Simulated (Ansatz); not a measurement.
The structure in question:

```
Sc Al
1.0
     3.42090    0.00000    0.00000
     0.00000    3.42090    0.00000
     0.00000    0.00000    3.42090
Sc Al
1 1
Direct
  0.50000 0.50000 0.50000
  0.00000 0.00000 0.00000
```

### Before looking at a picture, describe the arrangement of atoms.

Its composition is ScAl. The symmetry is that of Pm-3m (No. 221), on a primitive cubic lattice. Its structure type: caesium chloride (CsCl, B2) type. The cell has 2 atoms, namely 1 Sc, 1 Al. The Sc atoms are each bonded to eight Al in a cubic arrangement at 2.96 Å. The neighbours of Al are eight Sc in a cubic arrangement at 2.96 Å. The bonds build a three-dimensional framework.

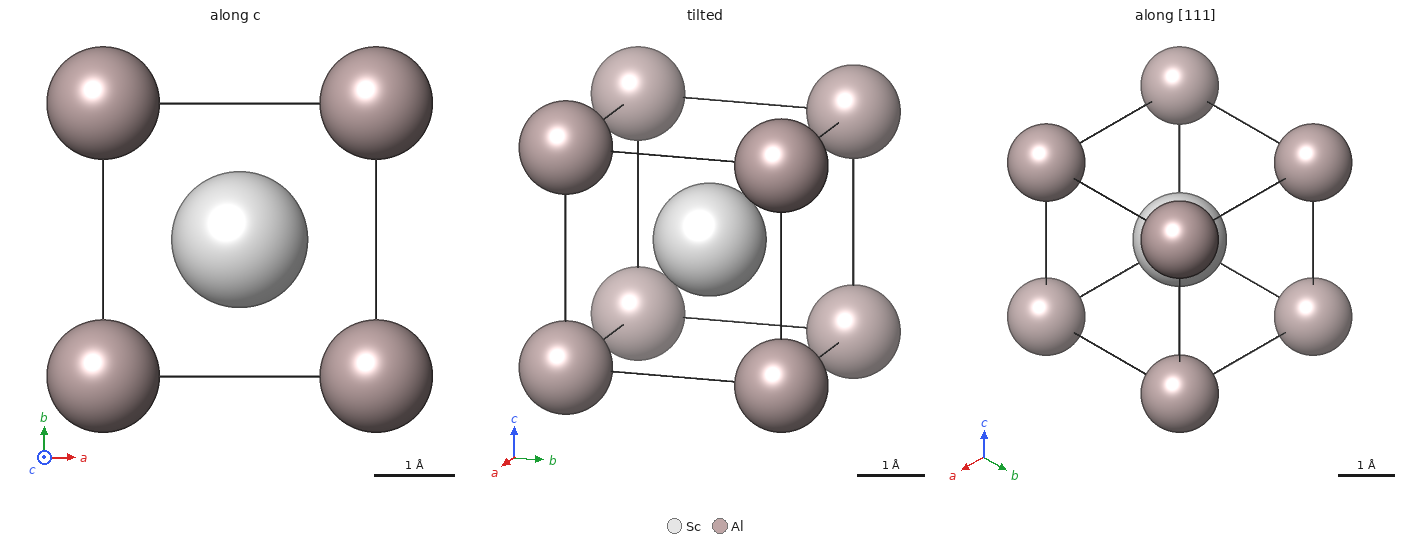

A spheres-only rendering, viewed along the c axis, slightly off an axis and along [111]. The lines enclose the conventional unit cell; boundary atoms appear with their images. Colours: scandium white, aluminium light grey.

It goes back to a structure listed in the Materials Project. The cell was then strained or its atoms displaced on purpose. An electronic-structure calculation with Ansatz was run on it.

At this level of theory the cell isn't at rest (stretched, at -7 GPa), so its distances can differ from those at equilibrium, the more so the softer the solid.
